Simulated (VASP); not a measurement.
# CoO: geometry relaxation (part 2 of 5)

The same run, continued: CoO (Fm-3m, 4 atoms in the cell); Kohn-Sham DFT of a periodic cell, r2SCAN, VASP PAW PBE potentials, recommended, spin-polarised (VASP 6.6.1); cutoff 520 eV, 10×10×8 k-mesh, Gaussian smearing of 0.02 eV, collinear spins. The structure derives from an entry of the Crystallography Open Database.

Geometry of the input (Å; fractional positions):
```
0.0000  2.1315  -2.1315
0.0000  2.1315  2.1315
4.2630  0.0000  0.0000
Co 0.0000  0.0000  0.0000
Co 0.5000  0.5000  0.5000
O  0.0000  1.0000  0.5000
O  0.5000  1.5000  1.0000
```

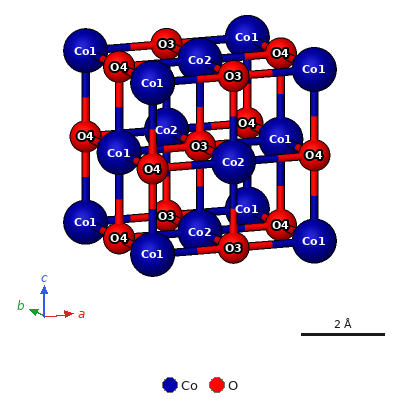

The starting structure (ball-and-stick view of the cell 2 times as large as that of the calculation, set on its symmetry axes, seen slightly off an axis; atoms are numbered from 1 in the order of the input).

OSZICAR, continued:
```
DAV: 146    -0.422065724732E+02   -0.38156E-04   -0.56511E-07  8100   0.810E-03    0.189E+00
DAV: 147    -0.422560916464E+02   -0.49519E-01   -0.12705E-02 10778   0.243E+00    0.177E+00
DAV: 148    -0.422485817073E+02    0.75099E-02   -0.13255E-03 10180   0.554E-01    0.188E+00
DAV: 149    -0.422583860687E+02   -0.98044E-02   -0.53676E-04 10966   0.515E-01    0.171E+00
DAV: 150    -0.422631322037E+02   -0.47461E-02   -0.27604E-04 12060   0.267E-01
   5 F= -.42263132E+02 E0= -.42262854E+02  d E =0.214421E-01  mag=    -0.0000
       N       E                     dE             d eps       ncg     rms          rms(c)
DAV:   1    -0.422925972542E+02   -0.34211E-01   -0.81554E-01  7980   0.100E+01    0.181E+00
DAV:   2    -0.423171722483E+02   -0.24575E-01   -0.96279E-02  9994   0.696E+00    0.152E+00
DAV:   3    -0.423070542899E+02    0.10118E-01   -0.22248E-02 11700   0.201E+00    0.901E-01
DAV:   4    -0.423035555742E+02    0.34987E-02   -0.10332E-02 12268   0.192E+00    0.430E-01
DAV:   5    -0.423037044715E+02   -0.14890E-03   -0.19159E-03 11016   0.559E-01    0.234E-01
DAV:   6    -0.423039374657E+02   -0.23299E-03   -0.99386E-04 12444   0.473E-01    0.112E-01
DAV:   7    -0.423038821015E+02    0.55364E-04   -0.25927E-04 11838   0.372E-01    0.349E-02
DAV:   8    -0.423038982185E+02   -0.16117E-04   -0.62090E-05 11474   0.936E-02    0.122E-02
DAV:   9    -0.423038977205E+02    0.49805E-06   -0.57086E-06 11052   0.364E-02    0.582E-03
DAV:  10    -0.423038956541E+02    0.20664E-05   -0.21680E-06 11058   0.161E-02    0.298E-03
DAV:  11    -0.423038969292E+02   -0.12751E-05   -0.36555E-07  7482   0.832E-03    0.160E-03
DAV:  12    -0.423038967505E+02    0.17864E-06   -0.67443E-08  3990   0.331E-03    0.827E-04
DAV:  13    -0.423038966663E+02    0.84210E-07   -0.16812E-08  3990   0.197E-03
   6 F= -.42303897E+02 E0= -.42303711E+02  d E =-.193224E-01  mag=     0.0000
       N       E                     dE             d eps       ncg     rms          rms(c)
DAV:   1    -0.423126438130E+02   -0.87471E-02   -0.21160E-01  7980   0.517E+00    0.543E-01
DAV:   2    -0.423076537182E+02    0.49901E-02   -0.12704E-02  8706   0.157E+00    0.316E-01
DAV:   3    -0.423073321726E+02    0.32155E-03   -0.14837E-03  8996   0.392E-01    0.185E-01
DAV:   4    -0.423071336530E+02    0.19852E-03   -0.15762E-04 11624   0.251E-01    0.799E-02
DAV:   5    -0.423070727791E+02    0.60874E-04   -0.14072E-04 11754   0.127E-01    0.290E-02
DAV:   6    -0.423070630231E+02    0.97560E-05   -0.26769E-05 10968   0.107E-01    0.165E-02
DAV:   7    -0.423070606305E+02    0.23927E-05   -0.56755E-06 10120   0.274E-02    0.902E-03
DAV:   8    -0.423070551950E+02    0.54355E-05   -0.14415E-06 12106   0.183E-02    0.402E-03
DAV:   9    -0.423070566019E+02   -0.14069E-05   -0.19755E-07  4982   0.695E-03    0.131E-03
DAV:  10    -0.423070567415E+02   -0.13964E-06   -0.34574E-08  3996   0.217E-03    0.702E-04
DAV:  11    -0.423070561708E+02    0.57072E-06   -0.94276E-09  3990   0.128E-03    0.172E-04
DAV:  12    -0.423070562952E+02   -0.12443E-06   -0.24433E-09  3990   0.654E-04    0.696E-05
DAV:  13    -0.423070562615E+02    0.33715E-07   -0.89952E-10  3990   0.319E-04
   7 F= -.42307056E+02 E0= -.42306899E+02  d E =-.224820E-01  mag=    -0.0000
       N       E                     dE             d eps       ncg     rms          rms(c)
DAV:   1    -0.423089962149E+02   -0.19399E-02   -0.35698E-02  7980   0.212E+00    0.224E-01
DAV:   2    -0.423081751796E+02    0.82104E-03   -0.21567E-03  8674   0.639E-01    0.130E-01
DAV:   3    -0.423081063535E+02    0.68826E-04   -0.26004E-04  9012   0.162E-01    0.756E-02
DAV:   4    -0.423080614235E+02    0.44930E-04   -0.26763E-05 11692   0.104E-01    0.334E-02
DAV:   5    -0.423080473209E+02    0.14103E-04   -0.23250E-05 11730   0.515E-02    0.121E-02
DAV:   6    -0.423080413992E+02    0.59217E-05   -0.45293E-06 11008   0.441E-02    0.671E-03
DAV:   7    -0.423080403708E+02    0.10285E-05   -0.89672E-07  9106   0.116E-02    0.359E-03
DAV:   8    -0.423080381626E+02    0.22082E-05   -0.12855E-07  4350   0.752E-03    0.144E-03
DAV:   9    -0.423080389582E+02   -0.79559E-06   -0.14510E-07  3996   0.505E-03    0.796E-04
DAV:  10    -0.423080388500E+02    0.10814E-06   -0.32178E-08  3990   0.264E-03    0.468E-04
DAV:  11    -0.423080387771E+02    0.72863E-07   -0.61338E-09  3990   0.145E-03
   8 F= -.42308039E+02 E0= -.42307889E+02  d E =-.234645E-01  mag=    -0.0000
       N       E                     dE             d eps       ncg     rms          rms(c)
DAV:   1    -0.423090643763E+02   -0.10255E-02   -0.16796E-02  7980   0.145E+00    0.153E-01
DAV:   2    -0.423086852729E+02    0.37910E-03   -0.10175E-03  8674   0.439E-01    0.894E-02
DAV:   3    -0.423086472171E+02    0.38056E-04   -0.12378E-04  9012   0.111E-01    0.520E-02
DAV:   4    -0.423086221334E+02    0.25084E-04   -0.12362E-05 11708   0.703E-02    0.227E-02
DAV:   5    -0.423086141459E+02    0.79876E-05   -0.10788E-05 11730   0.349E-02    0.809E-03
DAV:   6    -0.423086098734E+02    0.42724E-05   -0.20730E-06 11014   0.297E-02    0.450E-03
DAV:   7    -0.423086091776E+02    0.69587E-06   -0.40272E-07  7620   0.778E-03    0.245E-03
DAV:   8    -0.423086076609E+02    0.15166E-05   -0.53763E-08  4050   0.476E-03    0.990E-04
DAV:   9    -0.423086081603E+02   -0.49936E-06   -0.62422E-08  3990   0.321E-03    0.549E-04
DAV:  10    -0.423086081213E+02    0.38949E-07   -0.13272E-08  3990   0.165E-03
   9 F= -.42308608E+02 E0= -.42308462E+02  d E =-.240338E-01  mag=    -0.0000
       N       E                     dE             d eps       ncg     rms          rms(c)
DAV:   1    -0.423089786030E+02   -0.37044E-03   -0.41892E-03  7980   0.727E-01    0.765E-02
DAV:   2    -0.423088902399E+02    0.88363E-04   -0.25399E-04  8674   0.219E-01    0.445E-02
DAV:   3    -0.423088762627E+02    0.13977E-04   -0.29100E-05  9060   0.557E-02    0.260E-02
DAV:   4    -0.423088669945E+02    0.92682E-05   -0.30269E-06 11734   0.345E-02    0.112E-02
DAV:   5    -0.423088639643E+02    0.30302E-05   -0.26490E-06 11652   0.172E-02    0.392E-03
DAV:   6    -0.423088617044E+02    0.22598E-05   -0.47639E-07  8276   0.145E-02    0.216E-03
DAV:   7    -0.423088614327E+02    0.27176E-06   -0.12229E-07  4146   0.415E-03    0.124E-03
DAV:   8    -0.423088605413E+02    0.89139E-06   -0.19076E-08  3990   0.206E-03    0.532E-04
DAV:   9    -0.423088608115E+02   -0.27023E-06   -0.13490E-08  3990   0.139E-03    0.297E-04
DAV:  10    -0.423088608322E+02   -0.20706E-07   -0.23106E-09  3990   0.570E-04
  10 F= -.42308861E+02 E0= -.42308716E+02  d E =-.242865E-01  mag=     0.0000
       N       E                     dE             d eps       ncg     rms          rms(c)
DAV:   1    -0.423398491998E+02   -0.30988E-01   -0.81821E-01  8704   0.126E+01    0.133E+00
DAV:   2    -0.423120762434E+02    0.27773E-01   -0.89985E-02  9476   0.411E+00    0.722E-01
DAV:   3    -0.423105149987E+02    0.15612E-02   -0.54958E-03 10292   0.102E+00    0.445E-01
DAV:   4    -0.423101815067E+02    0.33349E-03   -0.53825E-04  9644   0.384E-01    0.151E-01
DAV:   5    -0.423100057501E+02    0.17576E-03   -0.21792E-04  9494   0.170E-01    0.351E-02
DAV:   6    -0.423100109257E+02   -0.51756E-05   -0.32456E-05 10792   0.616E-02    0.232E-02
DAV:   7    -0.423100225445E+02   -0.11619E-04   -0.57504E-06  9874   0.398E-02    0.150E-02
DAV:   8    -0.423100248318E+02   -0.22874E-05   -0.22617E-06 11960   0.220E-02    0.502E-03
DAV:   9    -0.423100275713E+02   -0.27394E-05   -0.20270E-07  5766   0.126E-02    0.133E-03
DAV:  10    -0.423100276861E+02   -0.11480E-06   -0.16475E-07  4468   0.433E-03    0.551E-04
DAV:  11    -0.423100276685E+02    0.17607E-07   -0.21008E-08  3990   0.277E-03
  11 F= -.42310028E+02 E0= -.42309872E+02  d E =-.116684E-02  mag=    -0.0000
       N       E                     dE             d eps       ncg     rms          rms(c)
DAV:   1    -0.423145075794E+02   -0.44799E-02   -0.10298E-01  8620   0.445E+00    0.472E-01
DAV:   2    -0.423108905788E+02    0.36170E-02   -0.11434E-02  9542   0.145E+00    0.258E-01
DAV:   3    -0.423107073589E+02    0.18322E-03   -0.69130E-04 10166   0.370E-01    0.159E-01
DAV:   4    -0.423106498669E+02    0.57492E-04   -0.67642E-05  9534   0.133E-01    0.551E-02
DAV:   5    -0.423106201946E+02    0.29672E-04   -0.27999E-05  9224   0.616E-02    0.130E-02
DAV:   6    -0.423106183449E+02    0.18498E-05   -0.38538E-06 10448   0.216E-02    0.892E-03
DAV:   7    -0.423106142957E+02    0.40492E-05   -0.75391E-07  9368   0.147E-02    0.536E-03
DAV:   8    -0.423106131581E+02    0.11376E-05   -0.22447E-07  5638   0.877E-03    0.185E-03
DAV:   9    -0.423106124394E+02    0.71867E-06   -0.95305E-08  3996   0.617E-03    0.913E-04
DAV:  10    -0.423106125288E+02   -0.89404E-07   -0.33272E-08  3990   0.176E-03
  12 F= -.42310613E+02 E0= -.42310455E+02  d E =-.175170E-02  mag=    -0.0000
       N       E                     dE             d eps       ncg     rms          rms(c)
DAV:   1    -0.423106634689E+02   -0.51029E-04   -0.12187E-03  8652   0.484E-01    0.513E-02
DAV:   2    -0.423106135494E+02    0.49920E-04   -0.13474E-04  9536   0.158E-01    0.278E-02
DAV:   3    -0.423106128637E+02    0.68569E-06   -0.82188E-06 10246   0.398E-02    0.172E-02
DAV:   4    -0.423106112199E+02    0.16437E-05   -0.80265E-07  8874   0.148E-02    0.586E-03
DAV:   5    -0.423106102926E+02    0.92735E-06   -0.32626E-07  6722   0.691E-03    0.155E-03
DAV:   6    -0.423106100337E+02    0.25888E-06   -0.47801E-08  3990   0.273E-03    0.108E-03
DAV:   7    -0.423106095785E+02    0.45520E-06   -0.24127E-08  3990   0.194E-03    0.457E-04
DAV:   8    -0.423106094894E+02    0.89086E-07   -0.77796E-09  3990   0.190E-03
  13 F= -.42310609E+02 E0= -.42310452E+02  d E =-.174866E-02  mag=     0.0000
       N       E                     dE             d eps       ncg     rms          rms(c)
DAV:   1    -0.423125199257E+02   -0.19103E-02   -0.71662E-02  7980   0.266E+00    0.286E-01
DAV:   2    -0.423112167040E+02    0.13032E-02   -0.28775E-03  8694   0.730E-01    0.176E-01
DAV:   3    -0.423111097060E+02    0.10700E-03   -0.42280E-04  9380   0.229E-01    0.101E-01
DAV:   4    -0.423110187719E+02    0.90934E-04   -0.82355E-05 11360   0.184E-01    0.433E-02
DAV:   5    -0.423110028314E+02    0.15940E-04   -0.44404E-05 11210   0.636E-02    0.205E-02
DAV:   6    -0.423109964868E+02    0.63446E-05   -0.96561E-06 11274   0.630E-02    0.118E-02
DAV:   7    -0.423109918784E+02    0.46084E-05   -0.15059E-06 11370   0.203E-02    0.649E-03
DAV:   8    -0.423109892373E+02    0.26411E-05   -0.50644E-07 10198   0.128E-02    0.211E-03
DAV:   9    -0.423109896631E+02   -0.42579E-06   -0.16690E-07  4762   0.579E-03    0.851E-04
DAV:  10    -0.423109896820E+02   -0.18907E-07   -0.34215E-08  3990   0.172E-03
  14 F= -.42310990E+02 E0= -.42310834E+02  d E =-.380193E-03  mag=     0.0000
       N       E                     dE             d eps       ncg     rms          rms(c)
DAV:   1    -0.423123435302E+02   -0.13539E-02   -0.59149E-02  7980   0.241E+00    0.262E-01
DAV:   2    -0.423112671389E+02    0.10764E-02   -0.23826E-03  8694   0.660E-01    0.161E-01
DAV:   3    -0.423111772172E+02    0.89922E-04   -0.34776E-04  9386   0.209E-01    0.905E-02
DAV:   4    -0.423110984040E+02    0.78813E-04   -0.70020E-05 11328   0.173E-01    0.410E-02
DAV:   5    -0.423110848660E+02    0.13538E-04   -0.37506E-05 11216   0.585E-02    0.196E-02
DAV:   6    -0.423110781282E+02    0.67378E-05   -0.84830E-06 11314   0.591E-02    0.112E-02
DAV:   7    -0.423110738037E+02    0.43245E-05   -0.12557E-06 11300   0.196E-02    0.603E-03
DAV:   8    -0.423110714407E+02    0.23630E-05   -0.42138E-07  9138   0.121E-02    0.202E-03
DAV:   9    -0.423110718090E+02   -0.36827E-06   -0.19166E-07  5038   0.581E-03    0.855E-04
DAV:  10    -0.423110718167E+02   -0.77321E-08   -0.31447E-08  3990   0.166E-03
  15 F= -.42311072E+02 E0= -.42310921E+02  d E =-.462327E-03  mag=     0.0000
       N       E                     dE             d eps       ncg     rms          rms(c)
DAV:   1    -0.423110736479E+02   -0.18388E-05   -0.10421E-04  7980   0.101E-01    0.109E-02
DAV:   2    -0.423110731980E+02    0.44985E-06   -0.41725E-06  8694   0.278E-02    0.672E-03
DAV:   3    -0.423110716546E+02    0.15434E-05   -0.60034E-07  8438   0.875E-03    0.377E-03
DAV:   4    -0.423110704152E+02    0.12395E-05   -0.10140E-07  4354   0.719E-03    0.181E-03
DAV:   5    -0.423110701867E+02    0.22841E-06   -0.91480E-08  4070   0.289E-03    0.962E-04
DAV:   6    -0.423110698701E+02    0.31661E-06   -0.20054E-08  3990   0.222E-03    0.456E-04
DAV:   7    -0.423110697191E+02    0.15108E-06   -0.72128E-09  3990   0.879E-04    0.319E-04
DAV:   8    -0.423110695520E+02    0.16705E-06   -0.26119E-09  3990   0.478E-04    0.125E-04
DAV:   9    -0.423110695404E+02    0.11620E-07   -0.10814E-09  3990   0.349E-04
  16 F= -.42311070E+02 E0= -.42310919E+02  d E =-.460051E-03  mag=    -0.0000
       N       E                     dE             d eps       ncg     rms          rms(c)
DAV:   1    -0.423111702823E+02   -0.10073E-03   -0.29578E-03  8546   0.730E-01    0.775E-02
DAV:   2    -0.423110654823E+02    0.10480E-03   -0.28218E-04  9394   0.234E-01    0.423E-02
DAV:   3    -0.423110615247E+02    0.39576E-05   -0.20988E-05 10500   0.611E-02    0.259E-02
DAV:   4    -0.423110576326E+02    0.38922E-05   -0.21151E-06  9204   0.252E-02    0.807E-03
DAV:   5    -0.423110557333E+02    0.18992E-05   -0.85314E-07  9162   0.106E-02    0.261E-03
DAV:   6    -0.423110548131E+02    0.92021E-06   -0.11659E-07  4080   0.438E-03    0.213E-03
DAV:   7    -0.423110539569E+02    0.85623E-06   -0.45926E-08  3990   0.269E-03    0.953E-04
DAV:   8    -0.423110538139E+02    0.14300E-06   -0.21279E-08  3990   0.286E-03    0.396E-04
DAV:   9    -0.423110536659E+02    0.14798E-06   -0.12250E-08  3990   0.204E-03    0.213E-04
DAV:  10    -0.423110536713E+02   -0.54170E-08   -0.39584E-09  3990   0.608E-04
  17 F= -.42311054E+02 E0= -.42310906E+02  d E =0.158691E-04  mag=    -0.0000
       N       E                     dE             d eps       ncg     rms          rms(c)
DAV:   1    -0.423110806179E+02   -0.26952E-04   -0.68248E-04  8540   0.351E-01    0.372E-02
DAV:   2    -0.423110645920E+02    0.16026E-04   -0.65063E-05  9366   0.113E-01    0.203E-02
DAV:   3    -0.423110625608E+02    0.20312E-05   -0.48385E-06 10462   0.293E-02    0.124E-02
DAV:   4    -0.423110634706E+02   -0.90984E-06   -0.48074E-07  8436   0.121E-02    0.391E-03
DAV:   5    -0.423110639274E+02   -0.45677E-06   -0.17040E-07  4294   0.520E-03    0.139E-03
DAV:   6    -0.423110643262E+02   -0.39879E-06   -0.42247E-08  3990   0.254E-03    0.972E-04
DAV:   7    -0.423110647207E+02   -0.39456E-06   -0.16269E-08  3990   0.172E-03    0.377E-04
DAV:   8    -0.423110647922E+02   -0.71503E-07   -0.71170E-09  3990   0.149E-03
  18 F= -.42311065E+02 E0= -.42310916E+02  d E =0.474817E-05  mag=    -0.0000
```

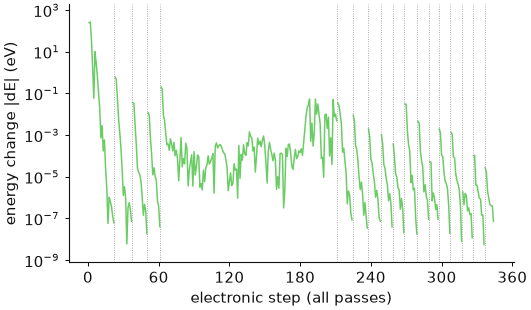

Convergence of the self-consistent field: energy change |dE| against the electronic step. Each stretch between dotted lines is the SCF of one geometry step of a relaxation. The 18 ionic steps take 8 to 150 electronic steps each. The density is held fixed in the first few steps, and dE rises again when its update begins.

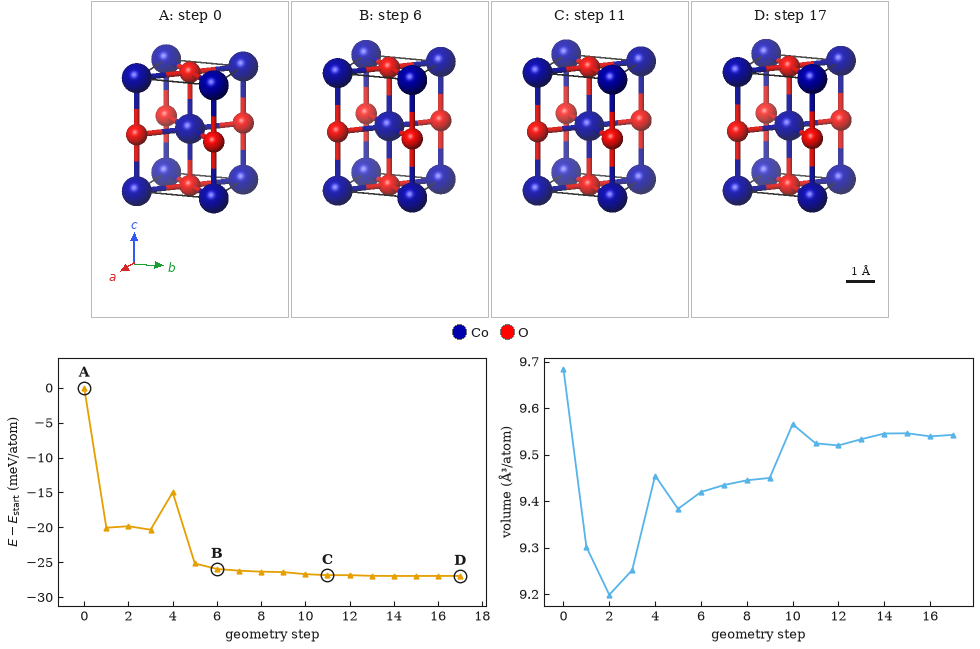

Frames of the relaxation (ball-and-stick view of the cell of the calculation, seen slightly off an axis) above the curves, on which the letters mark them (steps are counted from 0).

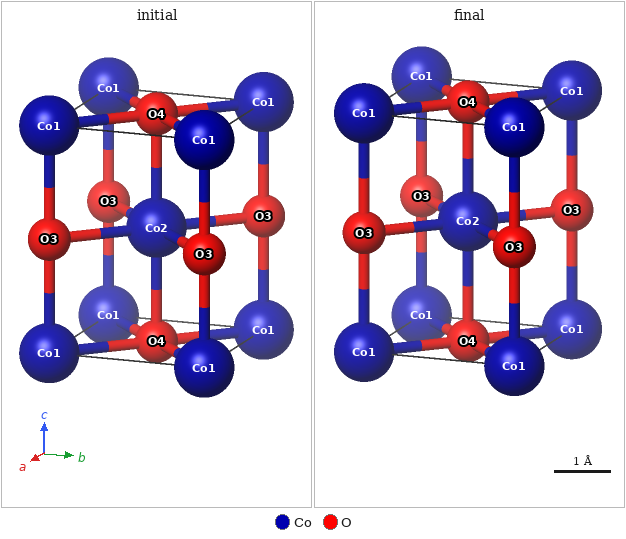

Before (left) and after (right) the relaxation, at one scale (ball-and-stick view of the cell of the calculation, seen slightly off an axis). The atoms keep their places relative to the cell (all moves are under 0.005 Å). Cell: a = b 3.014 → 2.922 Å (−3.1 %), c 4.263 → 4.470 Å (+4.8 %). Volume −1.5 %. Distances before and after: Co1–O3 2.131 → 2.235 Å, Co1–O4 2.131 → 2.066 Å. The space group (tolerance 0.01 Å) goes from Fm-3m (No. 225) to I4/mmm (No. 139). Over 17 geometry steps the energy falls by 27.0 meV per atom. All forces vanish by symmetry, so only the cell relaxes. (Atoms are counted from 1 in the order of the input.)

Parts of OUTCAR:
```
PREC = Accurate
   ENCUT = 520
   EDIFF = 1E-7
   ISMEAR = 0
   LREAL = False
   LASPH = True
   NELM = 150
   ISIF = 3
   ISPIN = 2
   LORBIT = 11
   METAGGA = R2SCAN
   IBRION = 2
   NSW = 80
   EDIFFG = -0.002

 ion  position               nearest neighbor table
   1  0.000  0.000  0.000-   3 2.13   4 2.13   3 2.13   4 2.13   4 2.13   4 2.13   2 3.01   2 3.01
                             2 3.01   2 3.01   2 3.01   2 3.01   2 3.01   2 3.01
   2  0.500  0.500  0.500-   3 2.13   4 2.13   4 2.13   3 2.13   3 2.13   3 2.13   1 3.01   1 3.01
                             1 3.01   1 3.01   1 3.01   1 3.01   1 3.01   1 3.01
   3  0.000  0.000  0.500-   1 2.13   2 2.13   1 2.13   2 2.13   2 2.13   2 2.13
   4  0.500  0.500  0.000-   1 2.13   2 2.13   2 2.13   1 2.13   1 2.13   1 2.13

  LATTYP: Found a simple tetragonal cell.
 ALAT       =     3.0143962082
 C/A-ratio  =     1.4142135624

  Lattice vectors:

 A1 = (   0.0000000000,   2.1315000000,  -2.1315000000)
 A2 = (   0.0000000000,   2.1315000000,   2.1315000000)
 A3 = (   4.2630000000,   0.0000000000,   0.0000000000)

Analysis of symmetry for initial positions (statically):
=====================================================================
 Subroutine PRICEL returns following result:

  LATTYP: Found a face centered cubic cell.
 ALAT       =     4.2630000000

  Lattice vectors:

 A1 = (  -2.1315000000,  -2.1315000000,   0.0000000000)
 A2 = (  -2.1315000000,   0.0000000000,  -2.1315000000)
 A3 = (  -0.0000000000,  -2.1315000000,  -2.1315000000)

   2 primitive cells build up your supercell.

 Routine SETGRP: Setting up the symmetry group for a
 simple tetragonal supercell.

 Subroutine GETGRP returns: Found 16 space group operations
 (whereof 16 operations were pure point group operations)
 out of a pool of 16 trial point group operations.

The static configuration has the point symmetry D_4h.
```
